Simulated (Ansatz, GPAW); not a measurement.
# Photoemission of H-terminated Si(111) with 3 oxygen atoms in back bonds of a 2×2 cell

Wanted: the XPS lines and the band structure of H-terminated Si(111) with 3 oxygen atoms in back bonds of a 2×2 cell.

Calculated with Ansatz 0.2.0 and GPAW 26.7.0; DFT, PBE, plane-wave PAW, default files, scalar-relativistic, in the first sound run; inputs show where later runs differ.

**1. The structure**

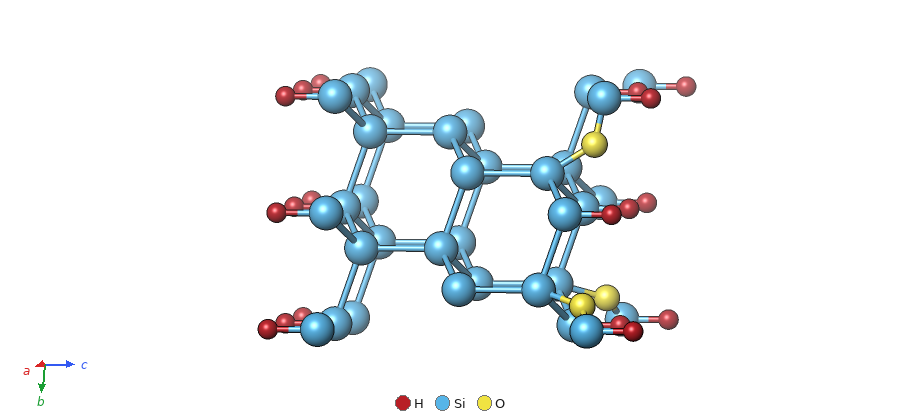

The starting structure, seen from the side, with the c axis across the page (hydrogen red, silicon blue, oxygen yellow). Some periodic images of atoms are drawn too.

The cell holds 35 atoms: 8 H, 24 Si and 3 O. Its edges and angles: a = 7.679 Å, b = 7.679 Å, c = 24.784 Å, α = 90.0°, β = 90.0°, γ = 60.0°. It derives from Si. How the cell was made: terminated face; group: H; share of top atoms: 0.25; rest: H; oxygen in back bonds: 3; lower face: H. Regions: ad, 7 atoms (4 H and 3 O); L1, 4 atoms (4 Si); L2, 4 atoms (4 Si); L3, 4 atoms (4 Si); mid, 4 atoms (4 Si); rest, 12 atoms (8 Si and 4 H). Vacuum lies along c.

**2. Relaxation**

The cut or typed positions aren't at rest, and spectra shift with geometry, so the relaxation comes first. 12 atoms are held to stand for the bulk. A dipole correction cancels the field between unlike faces.

input.yaml reads:

```yaml
crystal:
  lattice:
    - [7.6791796437, 0.0, 0.0]
    - [3.8395898218, 6.6503646517, 0.0]
    - [0.0, 0.0, 24.7837769138]
  atoms:
    - { symbol: H, position: [0.0, 0.0, 0.717557174] }
    - { symbol: H, position: [0.5, 0.0, 0.681243096] }
    - { symbol: H, position: [0.0, 0.5, 0.681243096] }
    - { symbol: H, position: [0.5, 0.5, 0.681243096] }
    - { symbol: Si, position: [0.0, 0.0, 0.662279078] }
    - { symbol: O, position: [0.897870705, 0.20425859, 0.65050216] }
    - { symbol: O, position: [0.897870705, 0.897870705, 0.65050216] }
    - { symbol: O, position: [0.20425859, 0.897870705, 0.65050216] }
    - { symbol: Si, position: [0.5, 0.0, 0.625965] }
    - { symbol: Si, position: [0.0, 0.5, 0.625965] }
    - { symbol: Si, position: [0.5, 0.5, 0.625965] }
    - { symbol: Si, position: [0.833333333, 0.333333333, 0.59434137] }
    - { symbol: Si, position: [0.333333333, 0.333333333, 0.59434137] }
    - { symbol: Si, position: [0.833333333, 0.833333333, 0.59434137] }
    - { symbol: Si, position: [0.333333333, 0.833333333, 0.59434137] }
    - { symbol: Si, position: [0.833333333, 0.333333333, 0.49947048] }
    - { symbol: Si, position: [0.333333333, 0.333333333, 0.49947048] }
    - { symbol: Si, position: [0.833333333, 0.833333333, 0.49947048] }
    - { symbol: Si, position: [0.333333333, 0.833333333, 0.49947048] }
    - { symbol: Si, position: [0.166666667, 0.166666667, 0.46784685] }
    - { symbol: Si, position: [0.666666667, 0.166666667, 0.46784685] }
    - { symbol: Si, position: [0.166666667, 0.666666667, 0.46784685] }
    - { symbol: Si, position: [0.666666667, 0.666666667, 0.46784685] }
    - { symbol: Si, position: [0.166666667, 0.166666667, 0.37297596] }
    - { symbol: Si, position: [0.666666667, 0.166666667, 0.37297596] }
    - { symbol: Si, position: [0.166666667, 0.666666667, 0.37297596] }
    - { symbol: Si, position: [0.666666667, 0.666666667, 0.37297596] }
    - { symbol: Si, position: [0.0, 0.0, 0.34135233] }
    - { symbol: Si, position: [0.5, 0.0, 0.34135233] }
    - { symbol: Si, position: [0.0, 0.5, 0.34135233] }
    - { symbol: Si, position: [0.5, 0.5, 0.34135233] }
    - { symbol: H, position: [0.0, 0.0, 0.282442826] }
    - { symbol: H, position: [0.5, 0.0, 0.282442826] }
    - { symbol: H, position: [0.0, 0.5, 0.282442826] }
    - { symbol: H, position: [0.5, 0.5, 0.282442826] }
kpoints:
  mp_grid: { grid: [3, 3, 1] }
scf:
  occupations: { method: fermi_dirac, width: 0.02 }
  n_extra_bands: 25
hamiltonian:
  xc: pbe
  pseudopotentials: { kind: paw }
output:
  forces: true
  write_potential: true
  volumetric_format: []
efield:
  axis: 3
  dipole_correction: true
relax:
  f_tol: 0.03
  max_steps: 70
  constraints: [{ sites: [23, 24, 25, 26, 27, 28, 29, 30, 31, 32, 33, 34] }]
```

The run is started by

```
$ ansatz run input.yaml --threads 8 --pin off --max-ram 24576MiB --backend cpu --events-out ev --progress --plain --runs-dir out
```

Numbers of over 12 decimals in the logs are rounded to 6 here.

The program printed:

```text
scf.n_extra_bands = 25 over 61 filled bands (N_el = 122.0): the run solves 86 bands
Engine: ansatz 0.2.0, aarch64-unknown-linux-gnu
Pseudopotentials: kind: paw
Pseudopotential: H, paw, valence charge 1, recommended cutoff 420 eV (normal), H.paw.azcp
Pseudopotential: Si, paw, valence charge 4, recommended cutoff 420 eV (normal), Si.paw.azcp
Pseudopotential: O, paw, valence charge 6, recommended cutoff 420 eV (normal), O.paw.azcp
Functional definition: PBE
  parameter kappa = 0.804
  parameter beta = 0.066725
  exchange = pbe_x(kappa = kappa, mu = beta*pi^2/3)
  correlation = pbe_c(beta = beta)
Crystal: 35 atoms, lattice volume = 1265.691 Å³
Basis set: ecut = 420 eV, 24701 PW (Γ), exchange–correlation on 108×108×360 points (8 copies of the dense FFT grid, shifted against one another)
Bands: 86, of which v1, the nominal top of the filled ones, is band 61 counted from 1 (60 counted from 0)
Symmetry: 6 space group operations
Space group: P3m1 (ITA 156), of the structure as read, at distance tolerance 1.1e-4 Å
k-points: 3 of 9 (time reversal used)
Non-local potential: H, projectors of the file, l = 0: 2, l = 1: 1
Non-local potential: Si, projectors of the file, l = 0: 2, l = 1: 2, l = 2: 2
Non-local potential: O, projectors of the file, l = 0: 2, l = 1: 2, l = 2: 1
PAW form: soft (Blöchl's): semilocal exchange-correlation on the pseudo side does not see the compensation charge
PAW one-centre angular grid: H, 110 points (default); XC on 64 Gauss nodes
PAW one-centre angular grid: Si, 110 points (default); XC on 64 Gauss nodes
PAW one-centre angular grid: O, 110 points (default); XC on 64 Gauss nodes
Initial density: superposition of atomic densities (neutral atoms: chi_scale 0, normalization atom), corrected by the library's trained network
Initial wavefunctions: pseudopotential atomic-orbital guess
Functional: x = pbe(κ = 0.804, μ = 0.219515), c = pbe(β = 0.066725)
SCF iter   1: F=—  HF=-17082.227470 eV  |F-HF|=—  |Δ(HF+E_count)|=         —  Δρ=3.29e-3  dr2=5.84e-1  ethr=1.77e-3  p=-0.185 e·Å  D=-2.65e-2 V/Å  ΔV_dip=0.66 eV  dr2_dipole=3.99e-3  V_vac-E_F(+/−)=4.56/3.90 eV  ⟨swp⟩=8.3  Hψ=1434  notcnv=0  defer=22
efield: sawtooth ramp at fractional position 0.9500 (placed from the atoms, in the widest stretch of the axis that holds none; the zero of the levels goes with the place), width 0.1000; the density the first Hamiltonian is built on has a dipole p = -0.185 e·Å; the dipole correction subtracts the counter field D = -2.65e-2 V/Å, which shifts the + side's vacuum level by +0.66 eV against the − side's; the planar-averaged density in the ramp window peaks in size at 1.1e-5 e/Å³
preconditioner: auto → Resta (q_TF=auto, 1.847 Å⁻¹)  ε∞=2.9  [insulator: Δε(μ)=1.055 eV  Ē_g=8.208 eV  σ=0.020 eV  W_gap=1.00  n_scr=134 (ndim 8)  ℏωp=11.2 eV  f_vac=0.524  D(μ)=0.00/eV (n_scr^D=0)  ε∞_Penn≈2.9  vacuum switching on, ρ_ref=4.9e-3 e/Å³]
SCF iter   2: F=—  HF=-17082.122630 eV  |F-HF|=—  |Δ(HF+E_count)|=   1.05e-1  Δρ=1.46e-3  dr2=4.70e-2  ethr=4.79e-4  p=-0.237 e·Å  D=-3.39e-2 V/Å  ΔV_dip=0.84 eV  dr2_dipole=9.46e-5  V_vac-E_F(+/−)=4.99/4.15 eV  ⟨swp⟩=4.0  Hψ=531  notcnv=0  defer=53
SCF iter   3: F=—  HF=-17082.119004 eV  |F-HF|=—  |Δ(HF+E_count)|=   3.63e-3  Δρ=7.43e-4  dr2=1.08e-2  ethr=3.85e-5  p=-0.237 e·Å  D=-3.38e-2 V/Å  ΔV_dip=0.84 eV  dr2_dipole=8.46e-4  V_vac-E_F(+/−)=4.99/4.16 eV  ⟨swp⟩=3.0  Hψ=320  notcnv=0  defer=53
SCF iter   4: F=—  HF=-17082.120909 eV  |F-HF|=—  |Δ(HF+E_count)|=   1.90e-3  Δρ=4.29e-4  dr2=9.28e-3  ethr=8.87e-6  p=-0.274 e·Å  D=-3.92e-2 V/Å  ΔV_dip=0.97 eV  dr2_dipole=3.16e-3  V_vac-E_F(+/−)=5.10/4.12 eV  ⟨swp⟩=2.7  Hψ=441  notcnv=0  defer=53
SCF iter   5: F=—  HF=-17082.119981 eV  |F-HF|=—  |Δ(HF+E_count)|=   9.28e-4  Δρ=1.23e-4  dr2=4.88e-4  ethr=7.61e-6  p=-0.254 e·Å  D=-3.63e-2 V/Å  ΔV_dip=0.90 eV  dr2_dipole=1.29e-4  V_vac-E_F(+/−)=5.09/4.19 eV  ⟨swp⟩=2.0  Hψ=273  notcnv=0  defer=53
SCF iter   6: F=—  HF=-17082.119994 eV  |F-HF|=—  |Δ(HF+E_count)|=   1.32e-5  Δρ=6.48e-5  dr2=6.35e-5  ethr=4.00e-7  p=-0.260 e·Å  D=-3.72e-2 V/Å  ΔV_dip=0.92 eV  dr2_dipole=3.86e-8  V_vac-E_F(+/−)=5.10/4.18 eV  ⟨swp⟩=2.0  Hψ=461  notcnv=0  defer=53
SCF iter   7: F=-17082.120011 eV  HF=-17082.120010 eV  |F-HF|=7.52e-7  |Δ(HF+E_count)|=   1.59e-5  Δρ=2.29e-5  dr2=8.79e-6  ethr=1.84e-8  p=-0.261 e·Å  D=-3.73e-2 V/Å  ΔV_dip=0.92 eV  dr2_dipole=4.06e-8  V_vac-E_F(+/−)=5.10/4.18 eV  ⟨swp⟩=12.3  Hψ=2457  notcnv=0
SCF 1 converged in 7 iterations: F = -17082.120011 eV  dr2 = 8.79e-6
  greatest PAW one-centre occupation: 0.891 electrons in one spin orbital (limit 2), on the O atom at site 7 (counted from 0), in its partial waves of l = 0
relax step   1: F+E_penalty+E_count = -17082.12001066 eV  Δ(F+E_penalty+E_count) = +0.000e0 eV  max|allowed force component| = 1.325e1 eV/Å  Δτ_max = 0.0000 Å  (7 SCF iters, dr2 threshold 2.25e-5 eV, accepted)
Initial density: handed on by an earlier stage of this run
Initial wavefunctions: those handed on with the density
iter 1 solved again at ethr=9.09e-4 eV; its pass at ethr=3.10e-3 eV (dr2=1.11e0 eV) is discarded
SCF iter   1: F=—  HF=-17086.946996 eV  |F-HF|=—  |Δ(HF+E_count)|=         —  Δρ=1.00e-2  dr2=1.15e0  ethr=9.09e-4  p=-0.261 e·Å  D=-3.73e-2 V/Å  ΔV_dip=0.92 eV  dr2_dipole=5.38e-3  V_vac-E_F(+/−)=5.11/4.19 eV  ⟨swp⟩=1.0  Hψ=1106  notcnv=0  defer=20
efield: sawtooth ramp at fractional position 0.9500 (handed on by an earlier solve), width 0.1000; the density the first Hamiltonian is built on has a dipole p = -0.261 e·Å; the dipole correction subtracts the counter field D = -3.73e-2 V/Å, which shifts the + side's vacuum level by +0.92 eV against the − side's; the planar-averaged density in the ramp window peaks in size at 2.8e-6 e/Å³
preconditioner: auto → Resta (q_TF=auto, 1.847 Å⁻¹)  ε∞=2.9  [insulator: Δε(μ)=1.160 eV  Ē_g=8.086 eV  σ=0.020 eV  W_gap=1.00  n_scr=134 (ndim 8)  ℏωp=11.2 eV  f_vac=0.521  D(μ)=0.00/eV (n_scr^D=0)  ε∞_Penn≈2.9  vacuum switching on, ρ_ref=4.7e-3 e/Å³]
SCF iter   2: F=—  HF=-17086.607166 eV  |F-HF|=—  |Δ(HF+E_count)|=   3.40e-1  Δρ=4.02e-3  dr2=1.62e-1  ethr=9.09e-4  p=-0.219 e·Å  D=-3.13e-2 V/Å  ΔV_dip=0.77 eV  dr2_dipole=1.21e-2  V_vac-E_F(+/−)=5.01/4.24 eV  ⟨swp⟩=3.0  Hψ=401  notcnv=0  defer=20
SCF iter   3: F=—  HF=-17086.584625 eV  |F-HF|=—  |Δ(HF+E_count)|=   2.25e-2  Δρ=1.85e-3  dr2=1.11e-1  ethr=1.33e-4  p=-0.334 e·Å  D=-4.78e-2 V/Å  ΔV_dip=1.18 eV  dr2_dipole=3.90e-2  V_vac-E_F(+/−)=5.30/4.12 eV  ⟨swp⟩=3.0  Hψ=520  notcnv=0  defer=54
[...]
SCF iter   3: F=—  HF=-17088.341638 eV  |F-HF|=—  |Δ(HF+E_count)|=   3.27e-5  Δρ=2.18e-5  dr2=4.34e-6  ethr=8.48e-8  p=-0.070 e·Å  D=-9.94e-3 V/Å  ΔV_dip=0.25 eV  dr2_dipole=8.44e-9  V_vac-E_F(+/−)=4.47/4.22 eV  ⟨swp⟩=2.3  Hψ=332  notcnv=0  defer=54
SCF iter   4: F=—  HF=-17088.341549 eV  |F-HF|=—  |Δ(HF+E_count)|=   8.90e-5  Δρ=6.04e-6  dr2=4.51e-7  ethr=3.55e-9  p=-0.070 e·Å  D=-9.94e-3 V/Å  ΔV_dip=0.25 eV  dr2_dipole=1.64e-10  V_vac-E_F(+/−)=4.47/4.22 eV  ⟨swp⟩=2.0  Hψ=387  notcnv=0  defer=54
SCF iter   5: F=-17088.341549 eV  HF=-17088.341549 eV  |F-HF|=7.13e-8  |Δ(HF+E_count)|=   2.41e-9  Δρ=2.65e-6  dr2=9.42e-8  ethr=8.20e-11  p=-0.070 e·Å  D=-9.94e-3 V/Å  ΔV_dip=0.25 eV  dr2_dipole=1.05e-8  V_vac-E_F(+/−)=4.47/4.22 eV  ⟨swp⟩=10.0  Hψ=1853  notcnv=0
SCF 8 converged in 5 iterations: F = -17088.341549 eV  dr2 = 9.42e-8
relax step   8: F+E_penalty+E_count = -17088.34154894 eV  Δ(F+E_penalty+E_count) = -1.705e-4 eV  max|allowed force component| = 1.658e-2 eV/Å  Δτ_max = 0.0062 Å  (5 SCF iters, accepted)
NSCF: frozen V_eff on 3 k-points
the band table was solved once a step of the walk had ended and its energy, with any forces and stress, was formed, with the checks that follow a solve (1807 applications of the Hamiltonian). They found nothing against the state; the energy, forces and stress were not computed again (output.eigenvalues in the input reference)
WARN: The output density's exchange-correlation potential varies sharply where the density is thin. Do not read a vacuum level from v_tot or v_xc, or from such a field of the output density. On a cell that repeats whose density bears no net charge and no dipole along the vacuum's axis use v_es (v_loc + v_h of the components); under efield.dipole_correction with no amplitude use v_es + v_field, which holds any externa [...]
SCF converged after 5 iterations
Free energy (F): -17088.341549 eV
Harris-Foulkes:  -17088.341549 eV  (|F-HF|=7.13e-8)
Internal energy: -17088.341549 eV  (E = F + TS)
E sigma→0 (E₀):  -17088.341549 eV
Fermi energy:    0.071607 eV
Dipole field:    D = -0.009884 V/Å  (p = -0.069134 e·Å, saw-weighted, corrected)
Work function:   Φ+ = 4.4681 eV   Φ− = 4.2232 eV
Levels:          The Fermi level and band energies are counted from a zero that moves with the ramp; work functions are not
--- Per-component energies (eV) ---
  E_band       = -743.265241
  E_kinetic    = 1627.076468
  E_local      = -37298.359341  (includes V_loc(G=0)·N_el)
  E_nonlocal   = 782.438765
  E_hartree    = 17911.113710
  E_xc         = -1620.953128
  E_vxc        = -1500.708286  (∫ρ·V_xc dr)
  E_paw        = -12789.541791  (= ΣΔE_a)
  E_vpaw       = -176.316513  (= ΣTr[D̂ρ^β])
  E_aug_tail   = -0.002283  (compensation charges beyond the density's cutoff)
  E_efield     = 0.000342  (sawtooth field / dipole correction)
  E_vefield    = 0.352969  (∫n·V_field dr)
  E_ewald      = 14299.885710
  E_smearing   = -0.000000  (= −TS)
  E_closure    = -0.000000  (closes the sum)
  Σ components = -17088.341549   (vs F -17088.341549, Δ=0.00e0)
--- Forces (eV/Å), atoms counted from 1 ---
  atom   1  H      0.00000000    -0.00000000     0.00545763
  atom   2  H     -0.00000000     0.00247466    -0.00530225
  atom   3  H      0.00214312    -0.00123733    -0.00530225
  atom   4  H     -0.00214312    -0.00123733    -0.00530225
  atom   5  Si    -0.00000000    -0.00000000    -0.01658412
  atom   6  O      0.00000000    -0.00314320     0.00561459
  atom   7  O      0.00272209     0.00157160     0.00561459
  atom   8  O     -0.00272209     0.00157160     0.00561459
  atom   9  Si    -0.00000000     0.00213712     0.00642633
  atom  10  Si     0.00185080    -0.00106856     0.00642633
  atom  11  Si    -0.00185080    -0.00106856     0.00642633
  atom  12  Si    -0.00000000     0.00274845    -0.00202619
  atom  13  Si     0.00000000     0.00000000    -0.00168733
  atom  14  Si    -0.00238023    -0.00137423    -0.00202619
  atom  15  Si     0.00238023    -0.00137423    -0.00202619
  atom  16  Si    -0.00000000     0.00246361     0.00152049
  atom  17  Si    -0.00000000    -0.00000000     0.00483471
  atom  18  Si    -0.00213355    -0.00123180     0.00152049
  atom  19  Si     0.00213355    -0.00123180     0.00152049
  atom  20  Si     0.00326990     0.00188788    -0.00009422
  atom  21  Si    -0.00326990     0.00188788    -0.00009422
  atom  22  Si     0.00000000    -0.00377575    -0.00009422
  atom  23  Si     0.00000000     0.00000000    -0.00120398
  atom  24  Si    -0.10779039    -0.06223281    -0.29671886
  atom  25  Si     0.10779039    -0.06223281    -0.29671886
  atom  26  Si    -0.00000000     0.12446562    -0.29671886
  atom  27  Si     0.00000000    -0.00000000     0.53495336
  atom  28  Si     0.00000000     0.00000000     0.72945918
  atom  29  Si    -0.00000000     0.08800044     0.90816858
  atom  30  Si     0.07621062    -0.04400022     0.90816858
  atom  31  Si    -0.07621062    -0.04400022     0.90816858
  atom  32  H     -0.00000000     0.00000000    -0.78766927
  atom  33  H      0.00000000    -0.04366547    -0.77352726
  atom  34  H     -0.03781541     0.02183274    -0.77352726
  atom  35  H      0.03781541     0.02183274    -0.77352726
  max |Σ_I F_I| component: 2.56e-4 eV/Å
--- Band table (eV) ---
  k-point 0: bands = [... 57 lower, -0.8377, -0.7721, -0.4778, -0.4778, 0.6074, 0.6934, 0.9207, 0.9207, ... 21 higher]
  k-point 1: bands = [... 57 lower, -1.2532, -1.1736, -1.0710, -0.7856, 0.8315, 1.0756, 1.3627, 1.7795, ... 21 higher]
  k-point 2: bands = [... 57 lower, -1.7382, -1.4696, -1.2912, -1.1406, 1.3575, 1.4082, 1.7049, 2.3204, ... 21 higher]
--- Relaxed structure (8 steps of the walk, 8 accepted, 0 SCFs on fresh bases) ---
  F+E_penalty+E_count = -17088.34154894 eV   max|allowed force component| = 1.658e-2 eV/Å
  atoms:
    - { symbol: H, position: [5.975725928370486e-18, 0, 0.742573] }
    - { symbol: H, position: [0.489010, 0.021980, 0.682557] }
    - { symbol: H, position: [0.021980, 0.489010, 0.682557] }
    - { symbol: H, position: [0.489010, 0.489010, 0.682557] }
    - { symbol: Si, position: [4.97571837727699e-18, 0, 0.683109] }
    - { symbol: O, position: [0.888524, 0.222952, 0.657925] }
    - { symbol: O, position: [0.888524, 0.888524, 0.657925] }
    - { symbol: O, position: [0.222952, 0.888524, 0.657925] }
    - { symbol: Si, position: [0.494404, 0.011192, 0.622142] }
    - { symbol: Si, position: [0.011192, 0.494404, 0.622142] }
    - { symbol: Si, position: [0.494404, 0.494404, 0.622142] }
    - { symbol: Si, position: [0.825018, 0.349963, 0.599404] }
    - { symbol: Si, position: [0.333333, 0.333333, 0.587706] }
    - { symbol: Si, position: [0.825018, 0.825018, 0.599404] }
    - { symbol: Si, position: [0.349963, 0.825018, 0.599404] }
    - { symbol: Si, position: [0.838474, 0.323053, 0.502462] }
    - { symbol: Si, position: [0.333333, 0.333333, 0.494894] }
    - { symbol: Si, position: [0.838474, 0.838474, 0.502462] }
    - { symbol: Si, position: [0.323053, 0.838474, 0.502462] }
    - { symbol: Si, position: [0.165404, 0.165404, 0.467066] }
    - { symbol: Si, position: [0.669192, 0.165404, 0.467066] }
    - { symbol: Si, position: [0.165404, 0.669192, 0.467066] }
    - { symbol: Si, position: [0.666667, 0.666667, 0.472627] }
    - { symbol: Si, position: [0.166667, 0.166667, 0.372976] }
    - { symbol: Si, position: [0.666667, 0.166667, 0.372976] }
    - { symbol: Si, position: [0.166667, 0.666667, 0.372976] }
    - { symbol: Si, position: [0.666667, 0.666667, 0.372976] }
    - { symbol: Si, position: [0.0, 0.0, 0.341352] }
    - { symbol: Si, position: [0.500000, 0.0, 0.341352] }
    - { symbol: Si, position: [-2.7755575615628914e-17, 0.500000, 0.341352] }
    - { symbol: Si, position: [0.500000, 0.500000, 0.341352] }
    - { symbol: H, position: [0.0, 0.0, 0.282442826] }
    - { symbol: H, position: [0.500000, 0.0, 0.282442826] }
    - { symbol: H, position: [-2.7755575615628914e-17, 0.500000, 0.282442826] }
    - { symbol: H, position: [0.500000, 0.500000, 0.282442826] }
```

Wall time 31 s (8 threads of Arm Neoverse V2, shared host); peak memory 1.9 GiB; 3.8 min of CPU time.

Step by step:

| step | energy less that of the first step (eV) | largest force component (eV/Å) |
| --- | --- | --- |
| 1 | 0.0000 | 13.2472 |
| 2 | -4.4487 | 7.7318 |
| 3 | -5.9053 | 3.5362 |
| 4 | -6.1615 | 1.1622 |
| 5 | -6.2102 | 0.2454 |
| 6 | -6.2194 | 0.1274 |
| 7 | -6.2214 | 0.0427 |
| 8 | -6.2215 | 0.0166 |

Forces are held to the 6 operations that the run works with; a distortion that breaks them can't arise in this run.

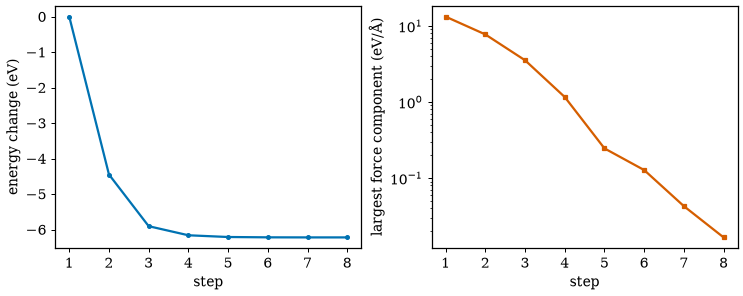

Energy and largest force along the relaxation.

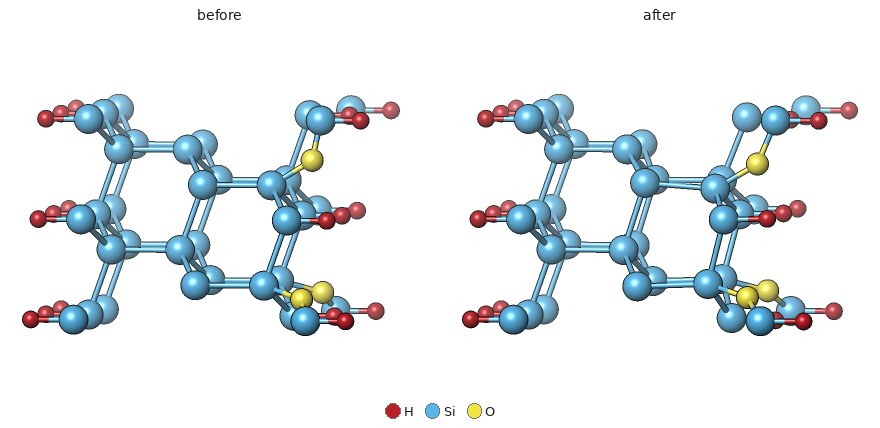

The structure before and after the relaxation, drawn at the same scale.

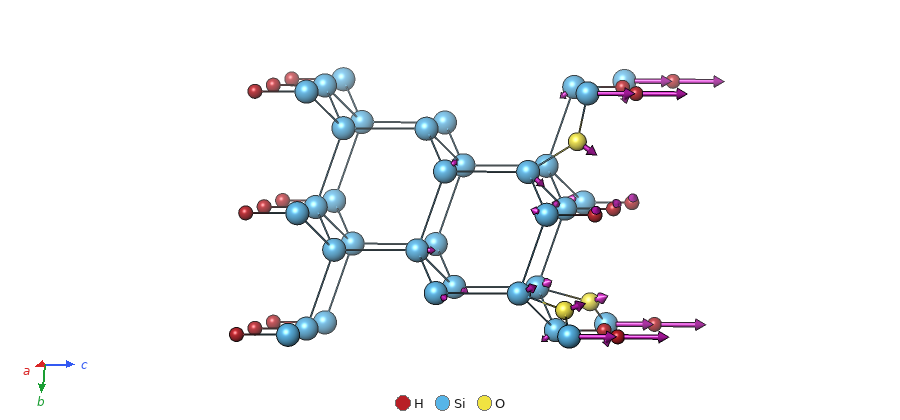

Displacements in the relaxation, exaggerated; the longest in the cell stands for 0.62 Å. Some periodic images of atoms are drawn too.

The atoms that moved most (Å):

| atom | dx | dy | dz | length |
| --- | --- | --- | --- | --- |
| H1 | 0.000 | 0.000 | 0.620 | 0.620 |
| Si5 | 0.000 | 0.000 | 0.516 | 0.516 |
| O7 | -0.108 | -0.062 | 0.184 | 0.222 |
| O6 | 0.000 | 0.124 | 0.184 | 0.222 |
| O8 | 0.108 | -0.062 | 0.184 | 0.222 |
| Si12 | 0.000 | 0.111 | 0.125 | 0.167 |
| Si15 | 0.096 | -0.055 | 0.125 | 0.167 |
| Si14 | -0.096 | -0.055 | 0.125 | 0.167 |

This step gave:

```yaml
free_energy: -17088.3415 eV
fermi_energy: 0.07161 eV
symmetry_operations: 6
gap_on_the_k_mesh: 1.085 eV
ionisation_potential_upper_face: 5.018 eV
upper_vacuum_level_less_the_lowest_empty_level_kohn_sham_affinity: 3.933 eV
ionisation_potential_lower_face: 4.772 eV
```

The relaxation ends 178 meV an atom lower, with a largest force component of 0.017 eV/Å on the free atoms.

[end of part 1 of 4]

[Logs are printed without paths, hosts, clocks, repeated set-up lines and the standing remarks that a program may print on its own settings, such as how far it seeks lower states.]

[Hosts, paths, dates, database ids (printed as entryN), source tags and the programs' standing remarks are cut or masked in the printed files.]

[Maps of the electrostatic potential energy from Ansatz leave out the sawtooth potential of an applied field or a dipole correction, so their vacuum need not be flat; work functions include it.]
